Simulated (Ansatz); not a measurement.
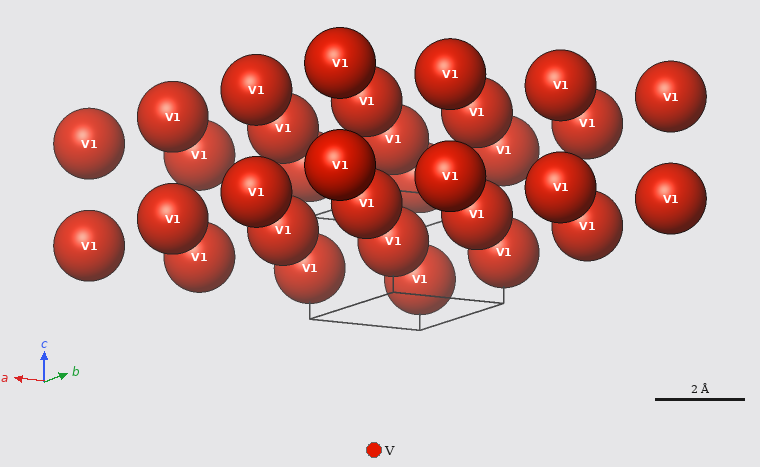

**Figure 1.** The starting structure (spheres-only view of the cell of the calculation, repeated 3 × 3 × 2, seen at an oblique angle; atoms are numbered from 1 in the order of the input). An atom can appear more than once, as a periodic image.

V: geometry relaxation

- system: V (1 atom in the cell)
- method: DFT PBE, scalar-relativistic, plane waves, PAW, no spin polarisation (Ansatz 0.2.0)

The structure was made by a generator, so it may or may not be a known phase. Figures and captions count atoms from 1; the log counts them from 0 in places.

Input
```yaml
crystal:
  lattice:
    - [2.5907242724, 0.0, 0.0]
    - [-1.2953621362, 2.2436330341, 0.0]
    - [0.0, 0.0, 2.4434413637]
  atoms:
    - { symbol: V, position: [0.0, 0.0, 0.5] }
basis:
  ecutwfc: 420
kpoints:
  mp_grid: { grid: [24, 24, 22] }
hamiltonian:
  xc: pbe
scf:
  occupations: { method: gaussian, width: 0.1 }
output:
  forces: true
  stress: true
  eigenvalues: true
  write_density: true
  write_potential: true
  elf: true
  volumetric_format: npy
relax:
  adjacent_minimum: "off"
  f_tol: 0.01
  max_steps: 80
  cell: { stress_tol: 0.05 }
```

Run on 1 thread of Arm Neoverse N1, 98 GiB of memory available, shared host.

Launch command:
```bash
ansatz run input.yaml --threads 1 --pin off --max-ram 2560MiB --backend cpu --events-out ev --progress --plain --runs-dir out
```

What the program printed
```
Engine: ansatz 0.2.0, aarch64-unknown-linux-gnu
Pseudopotentials: kind: paw
Pseudopotential: V, paw, valence charge 13, recommended cutoff 420 eV (normal), V.paw.azcp
Functional definition: PBE
  parameter kappa = 0.804
  parameter beta = 0.06672455060314922
  exchange = pbe_x(kappa = kappa, mu = beta*pi^2/3)
  correlation = pbe_c(beta = beta)
Crystal: 1 atoms, lattice volume = 14.203 Å³
Basis set: ecut = 420 eV, 279 PW (Γ), exchange–correlation on 36×36×36 points (8 copies of the dense FFT grid, shifted against one another)
Bands: 11, of which v1, the nominal top of the filled ones, is band 7 counted from 1 (6 counted from 0)
Symmetry: 24 space group operations
Space group: P6/mmm (ITA 191), of the structure as read, at distance tolerance 2.4e-5 Å
k-points: 732 of 12672
Non-local potential: V, projectors of the file, l = 0: 3, l = 1: 2, l = 2: 3, l = 3: 1
PAW form: soft (Blöchl's): semilocal exchange-correlation on the pseudo side does not see the compensation charge
PAW one-centre angular grid: V, 590 points (default); XC on 64 Gauss nodes
Initial density: superposition of atomic densities (neutral atoms: chi_scale 0, normalization atom), corrected by the library's trained network
Initial wavefunctions: pseudopotential atomic-orbital guess
Functional: x = pbe(κ = 0.804, μ = 0.2195149727645171), c = pbe(β = 0.06672455060314922)
SCF iter   1: F=—  HF=-2911.936904 eV  |F-HF|=—  |Δ(HF+E_count)|=         —  Δρ=5.18e-3  dr2=9.99e-4  ethr=1.77e-3  ⟨swp⟩=4.1  Hψ=40287  notcnv=0
preconditioner: auto → none  [metal: Δε(μ)=0.008 eV  Ē_g=6.219 eV  σ=0.100 eV  W_gap=0.05  n_scr=2 (ndim 8)  ℏωp=22.0 eV  f_vac=0.000  D(μ)=1.05/eV (n_scr^D=8)  sad-step TF]
SCF iter   2: F=—  HF=-2911.936925 eV  |F-HF|=—  |Δ(HF+E_count)|=   2.11e-5  Δρ=3.02e-3  dr2=3.75e-4  ethr=7.68e-6  ⟨swp⟩=1.0  Hψ=13908  notcnv=0
SCF iter   3: F=—  HF=-2911.937011 eV  |F-HF|=—  |Δ(HF+E_count)|=   8.62e-5  Δρ=1.61e-4  dr2=2.48e-6  ethr=2.89e-6  ⟨swp⟩=1.0  Hψ=7903  notcnv=0
SCF iter   4: F=—  HF=-2911.937006 eV  |F-HF|=—  |Δ(HF+E_count)|=   4.92e-6  Δρ=1.54e-4  dr2=2.65e-6  ethr=1.91e-8  ⟨swp⟩=2.0  Hψ=11927  notcnv=0
iter 5 did not close the SCF: its close was put off for the readings that it lacked (scf_convergence_deferred on its scf_iter line)
SCF iter   5: F=-2911.937005 eV  HF=-2911.937005 eV  |F-HF|=3.84e-8  |Δ(HF+E_count)|=   8.16e-7  Δρ=2.21e-5  dr2=4.52e-8  ethr=1.91e-8  ⟨swp⟩=2.9  Hψ=12617  notcnv=0
SCF iter   6: F=-2911.937005 eV  HF=-2911.937005 eV  |F-HF|=4.73e-11  |Δ(HF+E_count)|=   1.04e-8  Δρ=3.64e-6  dr2=7.19e-10  ethr=3.48e-10  ⟨swp⟩=4.4  Hψ=37176  notcnv=0
SCF 1 converged in 6 iterations: F = -2911.937005 eV  dr2 = 7.19e-10
  greatest PAW one-centre occupation: 1.000 electrons in one spin orbital (limit 2), on the V atom at site 0 (counted from 0), in its partial waves of l = 0
relax step   1: F+E_penalty+E_count = -2911.93700543 eV  Δ(F+E_penalty+E_count) = +0.000e0 eV  max|allowed force component| = 0.000e0 eV/Å  Δτ_max = 0.0000 Å  P = -0.169 GPa  Ω = 14.203 Å³  (6 SCF iters, dr2 threshold 1.00e-7 eV, accepted)
Crystal: 1 atoms, lattice volume = 14.201 Å³
Initial density: handed on by an earlier stage of this run
Initial wavefunctions: those handed on with the density
iter 1 solved again at ethr=1.60e-6 eV; its pass at ethr=3.10e-3 eV (dr2=2.09e-4 eV) is discarded
SCF iter   1: F=—  HF=-2911.938828 eV  |F-HF|=—  |Δ(HF+E_count)|=         —  Δρ=1.44e-3  dr2=2.69e-4  ethr=1.60e-6  ⟨swp⟩=2.0  Hψ=51580  notcnv=0
preconditioner: auto → none  [metal: Δε(μ)=0.004 eV  Ē_g=6.224 eV  σ=0.100 eV  W_gap=0.02  n_scr=2 (ndim 8)  ℏωp=22.0 eV  f_vac=0.000  D(μ)=1.00/eV (n_scr^D=8)]
SCF iter   2: F=—  HF=-2911.938753 eV  |F-HF|=—  |Δ(HF+E_count)|=   7.44e-5  Δρ=5.19e-4  dr2=2.18e-5  ethr=1.60e-6  ⟨swp⟩=2.1  Hψ=10700  notcnv=0
SCF iter   3: F=—  HF=-2911.938748 eV  |F-HF|=—  |Δ(HF+E_count)|=   5.24e-6  Δρ=2.20e-4  dr2=4.08e-6  ethr=1.68e-7  ⟨swp⟩=2.4  Hψ=10933  notcnv=0
SCF iter   4: F=—  HF=-2911.938747 eV  |F-HF|=—  |Δ(HF+E_count)|=   7.11e-7  Δρ=8.26e-5  dr2=2.25e-7  ethr=3.14e-8  ⟨swp⟩=2.9  Hψ=12708  notcnv=0
SCF iter   5: F=-2911.938748 eV  HF=-2911.938748 eV  |F-HF|=9.64e-9  |Δ(HF+E_count)|=   1.66e-7  Δρ=1.41e-5  dr2=5.48e-9  ethr=7.69e-10  ⟨swp⟩=7.4  Hψ=44568  notcnv=0
SCF 2 converged in 5 iterations: F = -2911.938748 eV  dr2 = 5.48e-9
relax step   2: F+E_penalty+E_count = -2911.93874751 eV  Δ(F+E_penalty+E_count) = -1.742e-3 eV  max|allowed force component| = 0.000e0 eV/Å  Δτ_max = 0.0000 Å  P = -0.222 GPa  Ω = 14.201 Å³  energy of the carried Pulay correction = +3.575e-6 eV  (5 SCF iters, dr2 threshold 1.00e-7 eV, accepted)
Crystal: 1 atoms, lattice volume = 14.165 Å³
iter 1 solved again at ethr=6.11e-7 eV; its pass at ethr=3.10e-3 eV (dr2=7.94e-5 eV) is discarded
SCF iter   1: F=—  HF=-2911.939096 eV  |F-HF|=—  |Δ(HF+E_count)|=         —  Δρ=9.14e-4  dr2=1.05e-4  ethr=6.11e-7  ⟨swp⟩=2.1  Hψ=51748  notcnv=0
preconditioner: auto → none  [metal: Δε(μ)=0.004 eV  Ē_g=6.241 eV  σ=0.100 eV  W_gap=0.02  n_scr=2 (ndim 8)  ℏωp=22.1 eV  f_vac=0.000  D(μ)=0.98/eV (n_scr^D=8)]
SCF iter   2: F=—  HF=-2911.939067 eV  |F-HF|=—  |Δ(HF+E_count)|=   2.87e-5  Δρ=3.53e-4  dr2=9.33e-6  ethr=6.11e-7  ⟨swp⟩=2.2  Hψ=10518  notcnv=0
SCF iter   3: F=—  HF=-2911.939066 eV  |F-HF|=—  |Δ(HF+E_count)|=   1.23e-6  Δρ=1.60e-4  dr2=2.26e-6  ethr=7.18e-8  ⟨swp⟩=2.7  Hψ=12171  notcnv=0
SCF iter   4: F=—  HF=-2911.939066 eV  |F-HF|=—  |Δ(HF+E_count)|=   4.43e-7  Δρ=5.65e-5  dr2=1.02e-7  ethr=1.74e-8  ⟨swp⟩=3.0  Hψ=13012  notcnv=0
SCF iter   5: F=-2911.939066 eV  HF=-2911.939066 eV  |F-HF|=2.66e-9  |Δ(HF+E_count)|=   9.24e-8  Δρ=9.19e-6  dr2=3.72e-9  ethr=7.69e-10  ⟨swp⟩=7.0  Hψ=43789  notcnv=0
SCF 3 converged in 5 iterations: F = -2911.939066 eV  dr2 = 3.72e-9
relax step   3: F+E_penalty+E_count = -2911.93906565 eV  Δ(F+E_penalty+E_count) = -3.181e-4 eV  max|allowed force component| = 0.000e0 eV/Å  Δτ_max = 0.0000 Å  P = +0.146 GPa  Ω = 14.165 Å³  energy of the carried Pulay correction = +2.373e-5 eV  (5 SCF iters, dr2 threshold 1.00e-7 eV, accepted)
Crystal: 1 atoms, lattice volume = 14.183 Å³
iter 1 solved again at ethr=3.23e-9 eV; its pass at ethr=3.10e-3 eV (dr2=4.20e-7 eV) is discarded
SCF iter   1: F=—  HF=-2911.939063 eV  |F-HF|=—  |Δ(HF+E_count)|=         —  Δρ=6.89e-5  dr2=5.05e-7  ethr=3.23e-9  ⟨swp⟩=2.0  Hψ=51643  notcnv=0
preconditioner: auto → none  [metal: Δε(μ)=0.003 eV  Ē_g=6.232 eV  σ=0.100 eV  W_gap=0.02  n_scr=2 (ndim 8)  ℏωp=22.0 eV  f_vac=0.000  D(μ)=0.99/eV (n_scr^D=8)]
SCF iter   2: F=—  HF=-2911.939062 eV  |F-HF|=—  |Δ(HF+E_count)|=   1.41e-6  Δρ=4.25e-5  dr2=1.24e-7  ethr=3.23e-9  ⟨swp⟩=2.0  Hψ=12811  notcnv=0
SCF iter   3: F=-2911.939062 eV  HF=-2911.939062 eV  |F-HF|=2.58e-8  |Δ(HF+E_count)|=   1.69e-9  Δρ=1.73e-5  dr2=1.13e-8  ethr=6.57e-10  ⟨swp⟩=7.4  Hψ=44983  notcnv=0
SCF 4 converged in 3 iterations: F = -2911.939062 eV  dr2 = 1.13e-8
relax step   4: F+E_penalty+E_count = -2911.93906185 eV  Δ(F+E_penalty+E_count) = +3.806e-6 eV  max|allowed force component| = 0.000e0 eV/Å  Δτ_max = 0.0000 Å  P = -0.054 GPa  Ω = 14.183 Å³  energy of the carried Pulay correction = +1.450e-5 eV  (3 SCF iters, dr2 threshold 8.54e-8 eV, accepted)
Crystal: 1 atoms, lattice volume = 14.178 Å³
iter 1 solved again at ethr=2.71e-10 eV; its pass at ethr=3.10e-3 eV (dr2=3.52e-8 eV) is discarded
SCF iter   1: F=—  HF=-2911.939067 eV  |F-HF|=—  |Δ(HF+E_count)|=         —  Δρ=1.97e-5  dr2=4.48e-8  ethr=2.71e-10  ⟨swp⟩=2.0  Hψ=51609  notcnv=0
preconditioner: auto → none  [metal: Δε(μ)=0.003 eV  Ē_g=6.234 eV  σ=0.100 eV  W_gap=0.01  n_scr=2 (ndim 8)  ℏωp=22.1 eV  f_vac=0.000  D(μ)=0.99/eV (n_scr^D=8)]
SCF iter   2: F=-2911.939065 eV  HF=-2911.939065 eV  |F-HF|=2.06e-9  |Δ(HF+E_count)|=   1.45e-6  Δρ=6.19e-6  dr2=3.93e-9  ethr=8.03e-11  ⟨swp⟩=4.1  Hψ=37040  notcnv=0
SCF 5 converged in 2 iterations: F = -2911.939065 eV  dr2 = 3.93e-9
relax step   5: F+E_penalty+E_count = -2911.93906511 eV  Δ(F+E_penalty+E_count) = -3.261e-6 eV  max|allowed force component| = 0.000e0 eV/Å  Δτ_max = 0.0000 Å  P = -0.000 GPa  Ω = 14.178 Å³  energy of the carried Pulay correction = +1.691e-5 eV  (2 SCF iters, dr2 threshold 1.04e-8 eV, accepted)
Initial wavefunctions: pseudopotential atomic-orbital guess (no wavefunctions were taken with the density)
iter 1 solved again at ethr=8.97e-10 eV; its pass at ethr=3.10e-3 eV (dr2=1.17e-7 eV) is discarded
SCF iter   1: F=—  HF=-2911.939051 eV  |F-HF|=—  |Δ(HF+E_count)|=         —  Δρ=1.59e-5  dr2=6.93e-9  ethr=8.97e-10  ⟨swp⟩=2.9  Hψ=64007  notcnv=0
SCF iter   2: F=—  HF=-2911.939049 eV  |F-HF|=—  |Δ(HF+E_count)|=   1.41e-6  Δρ=9.45e-6  dr2=4.25e-9  ethr=5.33e-11  ⟨swp⟩=2.0  Hψ=12675  notcnv=0
SCF iter   3: F=—  HF=-2911.939049 eV  |F-HF|=—  |Δ(HF+E_count)|=   4.00e-9  Δρ=3.53e-6  dr2=4.76e-10  ethr=3.27e-11  ⟨swp⟩=2.3  Hψ=10724  notcnv=0
SCF iter   4: F=-2911.939049 eV  HF=-2911.939049 eV  |F-HF|=5.91e-12  |Δ(HF+E_count)|=  7.44e-10  Δρ=4.13e-7  dr2=6.44e-12  ethr=1.00e-12  ⟨swp⟩=3.4  Hψ=32642  notcnv=0
SCF 6 converged in 4 iterations: F = -2911.939049 eV  dr2 = 6.44e-12
relax step   6: F+E_penalty+E_count = -2911.93904930 eV  Δ(F+E_penalty+E_count) = +1.581e-5 eV  max|allowed force component| = 0.000e0 eV/Å  Δτ_max = 0.0000 Å  P = +0.001 GPa  Ω = 14.178 Å³  stress off target by 1.91e-3 GPa  SCF on the basis re-selected at this cell (its energy is not comparable with the rows above)  (4 SCF iters)
```

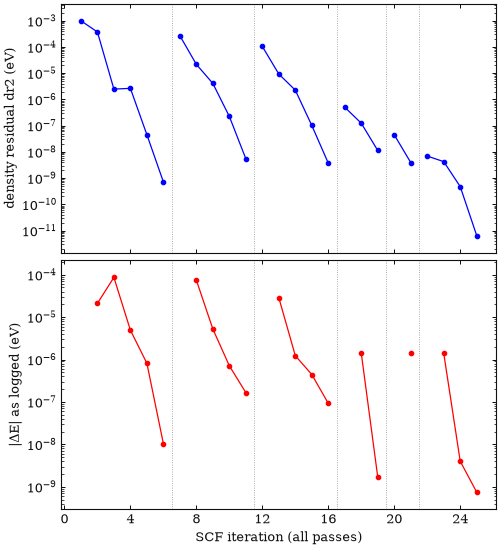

**Figure 2.** Convergence of the self-consistent field: density residual dr2 and size of the energy change against the SCF iteration. The dotted lines part the SCF passes of the relaxation: geometry steps, rejected trials and re-solves on a re-selected basis. The 6 passes take 2 to 6 iterations each, 25 in all.

```
basis re-selected at this cell: Δ(F+E_penalty+E_count) = +1.581e-5 eV, ΔP = +0.002 GPa vs the last step (what re-selecting the basis moved, of the pressure what is left beyond the Pulay correction that the steps carried, after the strain that the cell walked since its last selection, with what the two solves' SCF thresholds leave and, on support functions, any second-order correction that the steps lacked; it is no measure of the basis error at this ecutwfc). This SCF's stress stands 1.91e-3 GPa from its target on what of the cell is left free (relax.cell.stress_tol is 5.00e-2 GPa) and its largest allowed force component is 0.00e0 eV/Å (relax.f_tol is 1.00e-2 eV/Å): within both
SCF converged after 4 iterations
Free energy (F): -2911.939049 eV
Harris-Foulkes:  -2911.939049 eV  (|F-HF|=5.91e-12)
Internal energy: -2911.934121 eV  (E = F + TS)
E sigma→0 (E₀):  -2911.936585 eV
Entropy (-TS):   -0.004928 eV (-4.928 meV/atom)
Fermi energy:    15.914172 eV
--- Per-component energies (eV) ---
  E_band       = -157.036322
  E_kinetic    = 336.254523
  E_local      = -959.075471  (includes V_loc(G=0)·N_el)
  E_nonlocal   = -44.365367
  E_hartree    = 436.967194
  E_xc         = -130.103229
  E_vxc        = -164.913810  (∫ρ·V_xc dr)
  E_paw        = -1113.435432  (= ΣΔE_a)
  E_vpaw       = -198.870936  (= ΣTr[D̂ρ^β])
  E_aug_tail   = 0.000275  (compensation charges beyond the density's cutoff)
  E_ewald      = -1438.176615
  E_smearing   = -0.004928  (= −TS)
  E_closure    = 0.000000  (closes the sum)
  Σ components = -2911.939049   (vs F -2911.939049, Δ=0.00e0)
--- Forces (eV/Å), atoms counted from 1 ---
  atom   1  V      0.00000000    -0.00000000     0.00000000
  max |Σ_I F_I| component: 1.31e-31 eV/Å
--- Stress (GPa, compression-positive) ---
        0.001911      -0.000000       0.000000
       -0.000000       0.001911       0.000000
        0.000000       0.000000       0.000568
  P = ⅓ Tr σ = 0.0015 GPa (0.015 kbar)
--- Band table (eV; the first three rows and the last of 732) ---
  k-point 0: bands = ["-48.1820", "-21.4794", "-21.4794", "-21.4123", "9.2069", "13.5281", "16.1025", "16.1025", "19.2439", "19.2439", "33.4822"]
  k-point 1: bands = ["-48.1784", "-21.4773", "-21.4773", "-21.4367", "9.2693", "13.5771", "16.1136", "16.1136", "19.1975", "19.1975", "33.5312"]
  k-point 2: bands = ["-48.1676", "-21.5074", "-21.4713", "-21.4713", "9.4532", "13.7212", "16.1459", "16.1459", "19.0639", "19.0639", "32.5204"]
  k-point 731: bands = ["-47.8179", "-22.3581", "-21.9501", "-21.9501", "13.7656", "13.7656", "16.4493", "16.4493", "19.9305", "26.5114", "28.7116"]
--- Relaxed structure (5 steps of the walk, 5 accepted, 1 SCFs on fresh bases) ---
  F+E_penalty+E_count = -2911.93904930 eV   max|allowed force component| = 0.000e0 eV/Å   (the final SCF, on the basis selected at the relaxed cell)
  cell:  # Å, volume = 14.1778 Å³
    - [2.601391619342439, 0.0, -1.510908363940206e-33]
    - [-1.3006958096712196, 2.2528712275424905, 1.6068826107801097e-34]
    - [-1.4250130870898243e-33, -6.477332214044655e-34, 2.419172543198049]
  atoms:
    - { symbol: V, position: [4.276423536147513e-50, -2.1382117680737565e-50, 0.5000000000000001] }
```

Trajectory as extended XYZ (Å, eV, eV/Å), 6 frames, from step=1 to step=6
```
1
Lattice="2.5907 0.0000 0.0000 -1.2954 2.2436 0.0000 0.0000 0.0000 2.4434" Properties=species:S:1:pos:R:3:forces:R:3 step=1 energy=-2911.93701 pressure_GPa=-0.17
V     0.0000    0.0000    1.2217    0.0000   0.0000   0.0000
1
Lattice="2.5982 0.0000 0.0000 -1.2991 2.2501 0.0000 0.0000 0.0000 2.4291" Properties=species:S:1:pos:R:3:forces:R:3 step=2 energy=-2911.93875 pressure_GPa=-0.22
V     0.0000    0.0000    1.2145    0.0000   0.0000   0.0000
1
Lattice="2.6007 0.0000 0.0000 -1.3004 2.2523 0.0000 0.0000 0.0000 2.4181" Properties=species:S:1:pos:R:3:forces:R:3 step=3 energy=-2911.93907 pressure_GPa=0.15
V     0.0000    0.0000    1.2091    0.0000   0.0000   0.0000
1
Lattice="2.6018 0.0000 0.0000 -1.3009 2.2532 0.0000 0.0000 0.0000 2.4193" Properties=species:S:1:pos:R:3:forces:R:3 step=4 energy=-2911.93906 pressure_GPa=-0.05
V     0.0000    0.0000    1.2097    0.0000   0.0000   0.0000
1
Lattice="2.6014 0.0000 0.0000 -1.3007 2.2529 0.0000 0.0000 0.0000 2.4192" Properties=species:S:1:pos:R:3:forces:R:3 step=5 energy=-2911.93907 pressure_GPa=-0.00
V     0.0000    0.0000    1.2096    0.0000   0.0000   0.0000
1
Lattice="2.6014 0.0000 0.0000 -1.3007 2.2529 0.0000 0.0000 0.0000 2.4192" Properties=species:S:1:pos:R:3:forces:R:3 step=6 energy=-2911.93905 pressure_GPa=0.00
V     0.0000    0.0000    1.2096    0.0000   0.0000   0.0000
```

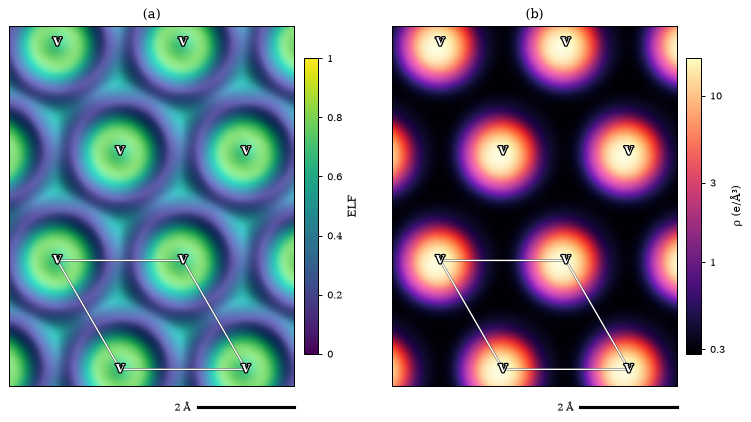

**Figure 3.** (a) ELF; (b) valence electron density on the (001) plane of the conventional cell. The section cuts through V sites. V–V (2.60 Å): the density is about 0.3 e/Å³ at the midpoint; the ELF is about 0.25 at the midpoint (no localised pair between them). Away from the nuclei the density in this plane falls to 0.28 e/Å³ at its lowest. The strong features right at V lie inside the PAW spheres (semicore, d or f shells) and say nothing about bonding. Core electrons are frozen (PAW), so the fields are smoothed inside the atomic spheres.

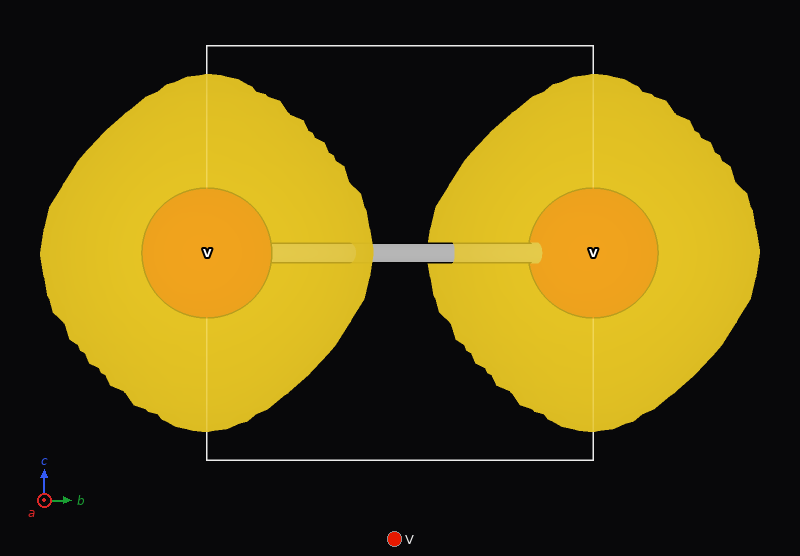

**Figure 4.** Isosurface of the valence charge density (pseudo) at 0.5 e/Å³ (yellow), seen along the a axis. Sticks mark near contacts. The outline is the cell set on symmetry axes. At this value the density breaks into separate islands; it holds about 80 % of the electrons treated as valence (semicore included). It is pinched off along the V–V (2.42 Å) and V–V (2.60 Å) contacts. On the grid the lowest density along these lines, outside the cores, is 0.41 e/Å³ (V–V, 2.42 Å) and 0.3 e/Å³ (V–V, 2.60 Å).

Results in brief

- outcome: converged
- space group (tolerance 0.01 Å): P6/mmm (191)
- electrons treated: 13
- free energy: −2911.9390 eV
- Fermi energy: 15.914 eV
- gap on the k-point mesh: none (metallic)
- pressure: 0.00 GPa
- final volume: 14.18 Å³
- largest force (length of the vector) at the end: under 0.001 eV/Å
- final cell: a = 2.601 Å, b = 2.601 Å, c = 2.419 Å, α = 90.00°, β = 90.00°, γ = 120.00°
- wall time: 75 s
- peak memory: 0.42 GiB

Notes

The run has no spin polarisation, so a magnetic state may lie lower.
